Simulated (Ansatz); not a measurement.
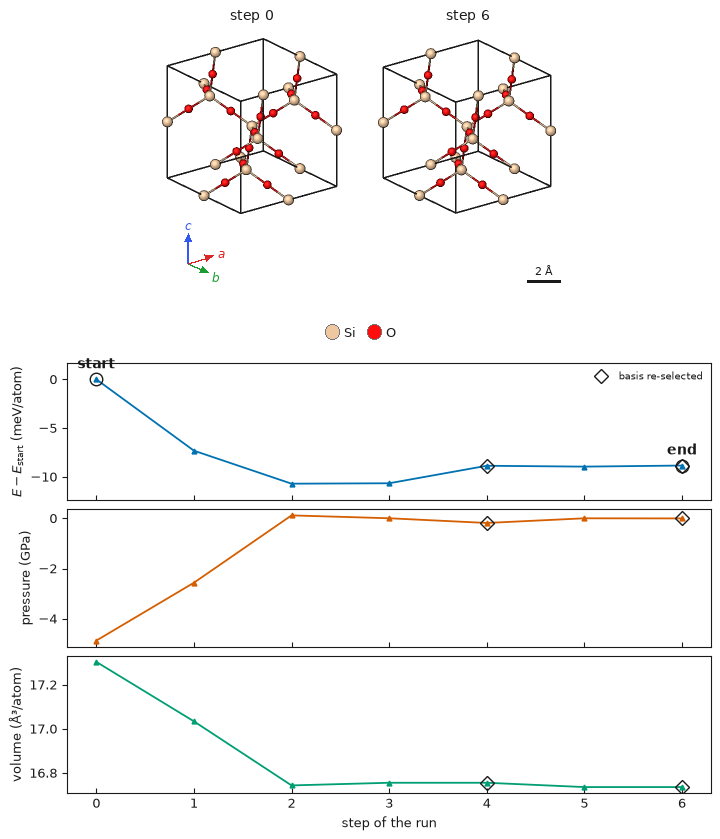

First and last geometry of a relaxation of solid SiO₂ (set up in Fd-3m), with the history of the run. Style: ball-and-stick. Shown: the conventional cell (4 times the calculation's cell), from a free direction. Lengths and directions refer to the drawn axes.

These are results of DFT LDA, scalar-relativistic, plane waves, PAW; settings changed (Ansatz 0.2.0), not measurements.

Input file:
```yaml
crystal:
  lattice:
    - [0.0, 3.7303723276, 3.7303723276]
    - [3.7303723276, 0.0, 3.7303723276]
    - [3.7303723276, 3.7303723276, 0.0]
  atoms:
    - { symbol: Si, position: [0.5, 0.5, 0.5] }
    - { symbol: Si, position: [0.75, 0.75, 0.75] }
    - { symbol: O, position: [0.625, 0.625, 0.625] }
    - { symbol: O, position: [0.125, 0.625, 0.625] }
    - { symbol: O, position: [0.625, 0.625, 0.125] }
    - { symbol: O, position: [0.625, 0.125, 0.625] }
basis:
  ecutwfc: 420
  precision: f64
kpoints:
  mp_grid: { grid: [6, 6, 6] }
hamiltonian:
  xc: lda
scf:
  occupations: { method: gaussian, width: 0.02 }
  eigensolver: { kind: davidson }
output:
  forces: true
  eigenvalues: true
  stress: true
relax:
  adjacent_minimum: "off"
  f_tol: 0.005
  max_steps: 50
  cell: { stress_tol: 0.05 }
```

Launched with:
```bash
ansatz run input.yaml --threads 1 --pin off --max-ram 2560MiB --backend cpu --events-out ev --progress --plain --runs-dir out
```

> Read the history and describe the run.

It converged. The atoms keep their places relative to the cell (all moves are under 0.005 Å). The drawn cell changes as follows: a = b = c 7.461 → 7.378 Å (−1.1 %); the volume changes by −3.3 %. Among the contacts that change: Si1–O3 1.615 → 1.597 Å. The space group stays Fd-3m (No. 227). The energy falls by 8.8 meV per atom in 4 accepted moves (6 points after the start). All forces vanish by symmetry, so only the cell relaxes. Pressure: −4.87 GPa at the start and 0.00 GPa at the end. At 2 points the geometry stayed and the basis and grid were re-selected for the new cell (energy shift of 1.8 meV per atom at most each time).

```tsv
step	E − E(0), meV/atom	pressure, GPa	volume, Å³/atom	note
0	0.00	-4.87	17.304	
1	-7.32	-2.57	17.034	
2	-10.71	0.12	16.743	
3	-10.66	0.00	16.755	
4	-8.87	-0.19	16.755	same geometry, new basis
5	-8.95	0.00	16.736	
6	-8.84	0.00	16.736	same geometry, new basis
```
